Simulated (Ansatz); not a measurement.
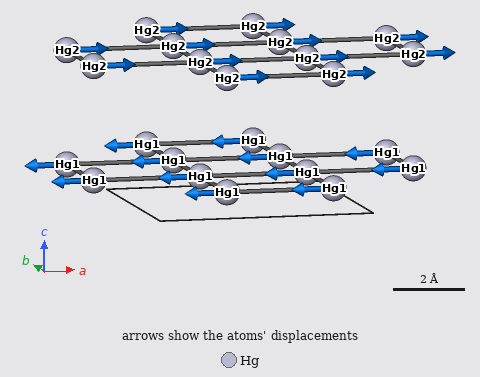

One vibrational mode of a free-standing layer of Hg (a generated structure) at the zone centre. Displacements are drawn as blue arrows; their common scale and sign are arbitrary. Style: ball-and-stick. Shown: the 2 × 2 repeat of the cell, outlined in the plane, without the vacuum, slightly off an axis.

Theory: DFT PBE, scalar-relativistic, plane waves, PAW (Ansatz 0.2.0).

Input file:
```yaml
crystal:
  lattice:
    - [3.1215071232, 0.0, 0.0]
    - [0.0, 3.1215071232, 0.0]
    - [0.0, 0.0, 29.82745]
  atoms:
    - { symbol: Hg, position: [0.5, 0.5, 0.2467123062] }
    - { symbol: Hg, position: [0.5, 0.5, 0.3567586938] }
  periodic: [true, true, false]
basis:
  ecutwfc: 420
kpoints:
  mp_grid: { grid: [18, 18, 1] }
hamiltonian:
  xc: pbe
scf:
  occupations: { method: fermi_dirac, width: 0.15 }
output:
  eigenvalues: true
phonons:
  method: dfpt
  eigenvectors: true
```

Command:
```bash
ansatz run input.yaml --threads 1 --pin off --max-ram 3072MiB --backend cpu --events-out ev --progress --plain --runs-dir out
```

The frequencies depend somewhat on the k-mesh and the smearing.

What mode is this, and where does it lie in the spectrum?

This is the E_g mode (doubly degenerate; one member of the set is drawn) at 3i cm⁻¹, the lowest optical level, Raman-active by symmetry. All motion is along a of the drawn cell; atoms of one kind move against one another, with no net shift of their sublattice. The frequency is so near zero that its sign isn't certain.
